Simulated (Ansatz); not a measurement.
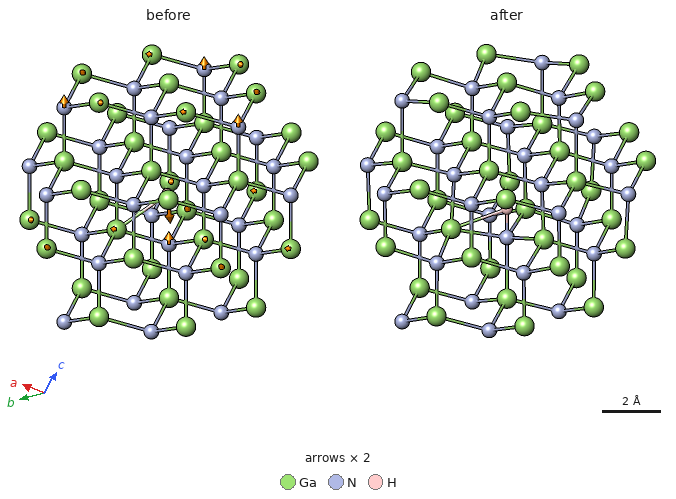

The structure of a defect cell of composition Ga₈HN₈ (cell charge +1) before (left) and after (right) a relaxation, at one scale. The orange arrows give the displacements, 2 times their true length.

The picture is a ball-and-stick view of the atoms within 5.8 Å of the atom that moves most (axes of the larger cell on standard axes (2 times the calculation's cell) (origin shifted)), seen from a free direction.

Case: H interstitial, charge +1, atoms relaxed. The atoms of the start lie slightly off their symmetric places, so part of the fall in energy undoes that.

The calculation used DFT PBE, scalar-relativistic, plane waves, PAW (Ansatz).

The input:
```yaml
crystal:
  lattice:
    - [4.5484769843, 0.0, 4.5484769843]
    - [0.0, -4.5484769843, 4.5484769843]
    - [4.5484769843, -4.5484769843, 0.0]
  atoms:
    - { symbol: Ga, position: [0.0, 0.5, 0.5] }
    - { symbol: Ga, position: [0.0, 0.0, 0.5] }
    - { symbol: Ga, position: [0.5, 0.5, 0.5] }
    - { symbol: Ga, position: [0.5, 0.0, 0.5] }
    - { symbol: Ga, position: [0.0, 0.5, 1.0] }
    - { symbol: Ga, position: [0.0, 0.0, 1.0] }
    - { symbol: Ga, position: [0.5, 0.5, 1.0] }
    - { symbol: Ga, position: [0.5, 0.0, 1.0] }
    - { symbol: "N", position: [0.125, 0.625, 0.125] }
    - { symbol: "N", position: [0.125, 0.125, 0.125] }
    - { symbol: "N", position: [0.625, 0.625, 0.125] }
    - { symbol: "N", position: [0.625, 0.125, 0.125] }
    - { symbol: "N", position: [0.125, 0.625, 0.625] }
    - { symbol: "N", position: [0.125, 0.125, 0.625] }
    - { symbol: "N", position: [0.625, 0.625, 0.625] }
    - { symbol: "N", position: [0.625, 0.125, 0.625] }
    - { symbol: H, position: [0.7510865066, 0.7319080257, 0.7427825528] }
total_charge: 1
basis:
  ecutwfc: 420
  xc_grid: 2
kpoints:
  mp_grid: { grid: [3, 3, 3], shift: [0.0, 0.0, 0.0] }
hamiltonian:
  xc: pbe
scf:
  occupations: { method: gaussian, width: 0.02 }
output:
  forces: true
  stress: false
  eigenvalues: true
  write_density: true
  write_potential: true
  elf: true
  volumetric_format: npy
relax:
  adjacent_minimum: "off"
  f_tol: 0.02
  max_steps: 60
```

Command:
```bash
ansatz run input.yaml --threads 4 --pin off --max-ram 10240MiB --backend cpu --events-out ev --progress --plain --runs-dir out
```

> Describe what moved and what it gained.

After 8 accepted moves (9 points after the start) the energy has fallen by 2.037 eV per cell of the calculation. The largest force component goes from 1.6 to 0.0026 eV/Å. 1 step only repeated the SCF at the same geometry. The atom that moves furthest is H17 (0.55 Å roughly along [−1 0 −3]). Largest moves by element: H 0.55 Å, N 0.25 Å, Ga 0.12 Å. The cell stays as it was. Near-neighbour distances that change, for instance: N15–H17 1.843 → 1.046 Å, Ga3–N15 1.970 → 2.248 Å, Ga1–H17 2.161 → 2.068 Å, Ga1–N15 1.970 → 2.023 Å. New bonds form, among them: N15–H17 (1.84 → 1.05 Å). Among the angles between lasting bonds that change: N11–Ga7–N15 109.5° → 99.2°, Ga1–N15–Ga3 109.5° → 102.4°, Ga1–N14–Ga4 109.5° → 102.7°.

Limits of the set-up: the periodic images lie only 6.4 Å apart, so the values are limited by the cell's size; the cell is charged, on a uniform background, and energies carry no finite-size correction.
